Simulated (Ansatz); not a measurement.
**Ta4C3: density, localisation and related maps**

Input file:

```
crystal:
  lattice:
    - [0.0, -4.4026022057, 0.0]
    - [0.0, 0.0, -4.4026022057]
    - [9.5552044115, 0.0, 0.0]
  atoms:
    - { symbol: Ta, position: [0.5, 0.5, 0.8063201506] }
    - { symbol: Ta, position: [0.5, 0.5, 0.3455657788] }
    - { symbol: Ta, position: [1.0, 0.5, 0.1151885929] }
    - { symbol: Ta, position: [1.0, 0.5, 0.5759429647] }
    - { symbol: Ta, position: [0.5, 1.0, 0.1151885929] }
    - { symbol: Ta, position: [0.5, 1.0, 0.5759429647] }
    - { symbol: Ta, position: [0.0, 0.0, 0.3455657788] }
    - { symbol: Ta, position: [0.0, 0.0, 0.8063201506] }
    - { symbol: C, position: [0.0, 1.0, 0.1151885929] }
    - { symbol: C, position: [0.0, 1.0, 0.5759429647] }
    - { symbol: C, position: [0.5, 1.0, 0.8063201506] }
    - { symbol: C, position: [0.5, 1.0, 0.3455657788] }
    - { symbol: C, position: [0.0, 0.5, 0.8063201506] }
    - { symbol: C, position: [0.0, 0.5, 0.3455657788] }
basis:
  ecutwfc: 420
kpoints:
  mp_grid: { grid: [9, 9, 5] }
hamiltonian:
  xc: pbesol
scf:
  occupations: { method: gaussian, width: 0.15 }
output:
  forces: true
  stress: true
  eigenvalues: true
  write_density: true
  write_potential: true
  elf: true
  volumetric_format: npy
```

Command:

```sh
ansatz run input.yaml --threads 2 --pin off --max-ram 5120MiB --backend cpu --events-out ev --progress --plain --runs-dir out
```

Below, planes, directions and counts refer to the conventional cell (a = 4.40 Å, b = 4.40 Å, c = 9.56 Å, α = 90.00°, β = 90.00°, γ = 90.00°).

Space group P4mm; a structure from a database of computed crystals, not necessarily the ambient phase; not relaxed (largest force 1.7 eV/Å); computed pressure about −10 GPa in this cell.

Level of theory: DFT PBEsol, scalar-relativistic, plane waves, PAW in Ansatz.

In a PAW calculation such maps are meaningful between the atoms, not at the nuclei.

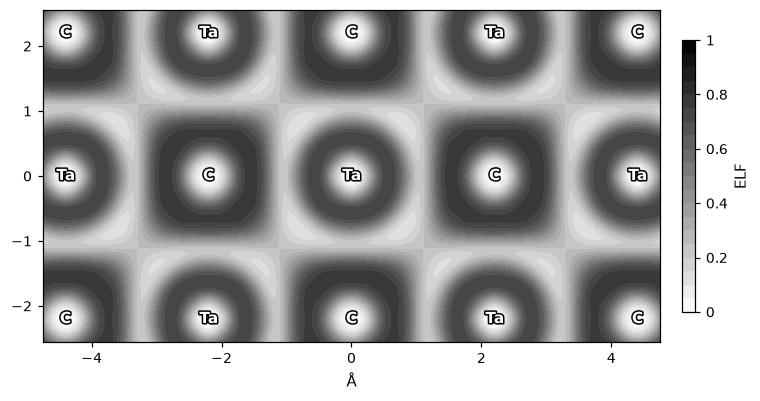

Figure 1. Electron localisation function on the (001) plane of the conventional cell.

### Read the bonding off the picture.

Atoms in the plane: Ta and C.
Ta–C (2.20 Å): the ELF peaks at about 0.75 in the valence shell of C, 0.7 Å from its nucleus, and is about 0.25 at the midpoint.
Ta–Ta (3.11 Å): the ELF is about 0.25 at the midpoint: no shared electron pair shows on this line.
The features right at Ta lie inside the PAW spheres, where the map follows smoothed inner orbitals and isn't to be read closely.

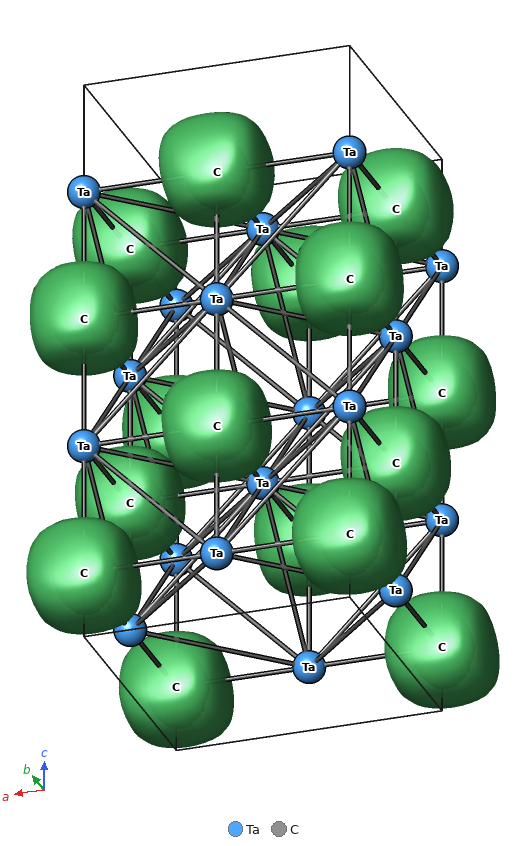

Figure 2. Isosurface of the electron localisation function at 0.7 (green), seen at an oblique angle. Core shells and regions of very low density are left out. Sticks mark near contacts.

### What do the ELF domains correspond to?

The surface consists of six regions wrapped around C (the valence shell of each), counted in one cell of 14 atoms. Regions shared between cells count once.

### Metal or insulator at this level of theory?

It is gapless in this calculation (a metal or semimetal).
